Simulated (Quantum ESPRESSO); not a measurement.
## A series of single points on Pb

System: Pb (Im-3m, 1 atom in the cell).
Method: Kohn-Sham DFT of a periodic cell, PBE, SSSP 1.3 efficiency PBE, no spin polarisation (Quantum ESPRESSO 7.5).

The 7 runs differ only in the geometry, by an even scaling of the cell at fixed fractional positions. The structure derives from a Materials Project entry.

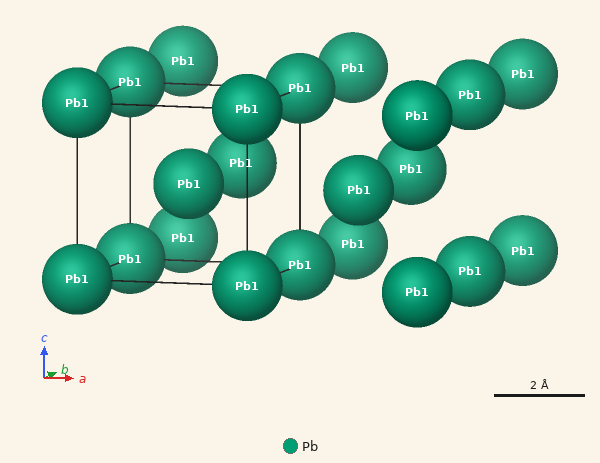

Figure 1. The structure of run 4 (spheres-only view of the cell 2 times as large as that of the calculation, set on its symmetry axes, repeated 2 × 2 × 1, seen slightly off an axis; atoms are numbered from 1 in the order of the input).

**Input of run 4**
```
&CONTROL
  calculation = 'scf'
  prefix = 'pwscf'
  outdir = './tmp'
  pseudo_dir = './pseudo'
  tprnfor = .true.
  tstress = .true.
  disk_io = 'nowf'
/
&SYSTEM
  ibrav = 0
  nat = 1
  ntyp = 1
  ecutwfc = 55
  ecutrho = 440
  nbnd = 13
  occupations = 'smearing'
  smearing = 'fd'
  degauss = 0.00367493
/
&ELECTRONS
  conv_thr = 2d-10
  electron_maxstep = 120
  mixing_beta = 0.5
/
ATOMIC_SPECIES
Pb   207.2000 Pb.pbe-dn-kjpaw_psl.0.2.2.UPF
CELL_PARAMETERS angstrom
  -1.9796595667    1.9796595667    1.9796595667
   1.9796595667   -1.9796595667    1.9796595667
   1.9796595667    1.9796595667   -1.9796595667
ATOMIC_POSITIONS crystal
Pb     0.0000000000    0.0000000000    0.0000000000
K_POINTS automatic
9 9 9 0 0 0
```

Command:
```bash
OMP_NUM_THREADS=1 pw.x -in pw.in > pw.out
```

Lattice vectors (Å) and fractional positions of run 4:
```
  -1.979660    1.979660    1.979660
   1.979660   -1.979660    1.979660
   1.979660    1.979660   -1.979660
Pb  0.000000  0.000000  0.000000
```

Run 5 differs from it as follows:
```diff
-  -1.9796595667    1.9796595667    1.9796595667
-   1.9796595667   -1.9796595667    1.9796595667
-   1.9796595667    1.9796595667   -1.9796595667
+  -1.9927702770    1.9927702770    1.9927702770
+   1.9927702770   -1.9927702770    1.9927702770
+   1.9927702770    1.9927702770   -1.9927702770
```

**Results, with one run withheld**

```tsv
run	volume per atom (Å³)	free energy per atom, from the lowest run given (meV)	pressure (GPa)
1	29.172	27.01	3.81
2	29.792	13.95	2.63
3	30.413	5.20	1.59
4	31.034	0.29	0.68
5	31.654	?	?
6	32.275	0.00	−0.82
7	32.896	3.81	−1.41
```

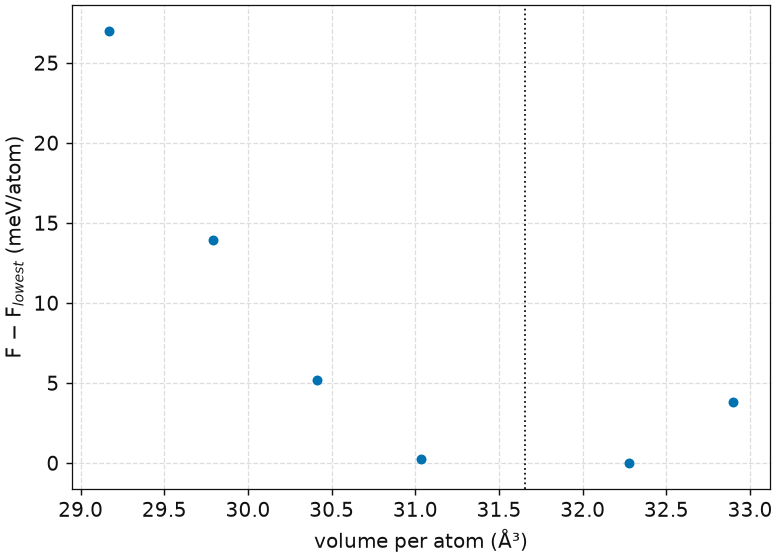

Figure 2. Free energy per atom of the runs given; the dotted line marks run 5.

What should run 5 give?

A cubic polynomial in V^(−2/3) (the Birch–Murnaghan form), fitted to the 6 runs given, misses them by at most 0.01 meV per atom. With x = V^(−2/3) − 0.10159 Å⁻², it reads F = 1.1616 + 2936.4 x + 8.8897e+05 x² + 8.7171e+06 x³ (meV per atom). At run 5 it gives −1.30 meV per atom, and the run itself gives −1.28. The slope of the fit gives a pressure −dF/dV of 0.02 GPa there, and the run prints −0.12 GPa. The two needn't agree exactly: the fit is approximate, and the printed stress is taken on a finite basis. The fit has its minimum at 31.672 Å³ per atom, where V d²F/dV² gives 37.9 GPa: the bulk modulus at this level, since symmetry fixes the shape and the positions.

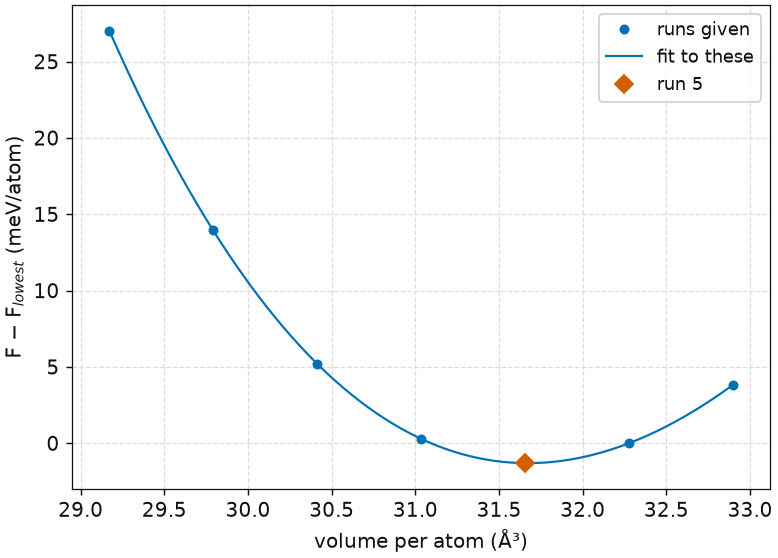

Figure 3. The fit and the withheld run.

**Some lines of the output (run 5)**
```
[...]
     total energy              =    -870.55067308 Ry
     total energy              =    -870.55140639 Ry
     total energy              =    -870.55191615 Ry
     total energy              =    -870.55178033 Ry
     total energy              =    -870.55186196 Ry
     total energy              =    -870.55185928 Ry
     total energy              =    -870.55185963 Ry
     total energy              =    -870.55186070 Ry
     total energy              =    -870.55186078 Ry
     the Fermi energy is    10.6638 ev
!    total energy              =    -870.55186078 Ry
     The total energy is F=E-TS. E is the sum of the following terms:
     Computing stress (Cartesian axis) and pressure
          total   stress  (Ry/bohr**3)                   (kbar)     P=       -1.24
```

Notes: Spin–orbit coupling is left out, which matters for Pb.
